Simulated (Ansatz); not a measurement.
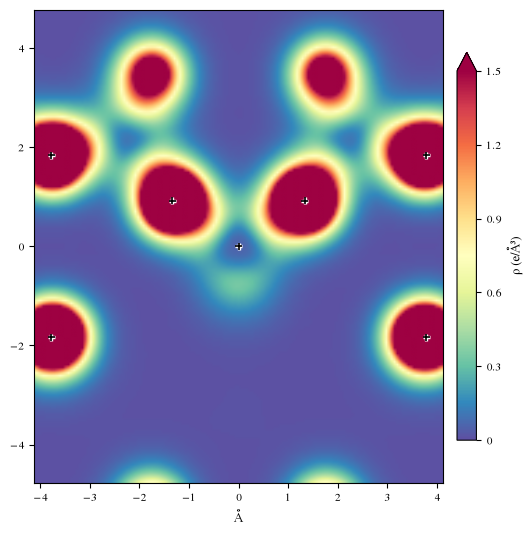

The valence charge density (pseudo) on a plane through atoms (crosses mark nuclei in the plane).

Computed with Ansatz 0.2.0, DFT PBE, scalar-relativistic, plane waves, PAW.

Candidates:
A. SiO2, a = 7.57 Å, b = 7.57 Å, c = 8.84 Å, α = 90.00°, β = 90.00°, γ = 95.14°. Space group P6₂22; a structure from a database of computed crystals, not necessarily the ambient phase.
B. B14HN14 (cell with a defect), a = 6.65 Å, b = 6.65 Å, c = 8.34 Å, α = 90.00°, β = 90.00°, γ = 120.00°. Spin-polarised.
C. BN, a = 2.51 Å, b = 2.51 Å, c = 8.34 Å, α = 90.00°, β = 90.00°, γ = 120.00°. Space group P6₃/mmc; a structure from a database of computed crystals, not necessarily the ambient phase.

Question: Which candidate gave the map?

Answer: Candidate A: SiO2 on the (100) plane of the calculation cell, which holds Si and O. Si–O (1.62 Å): the density is about 1.2 e/Å³ at the midpoint.
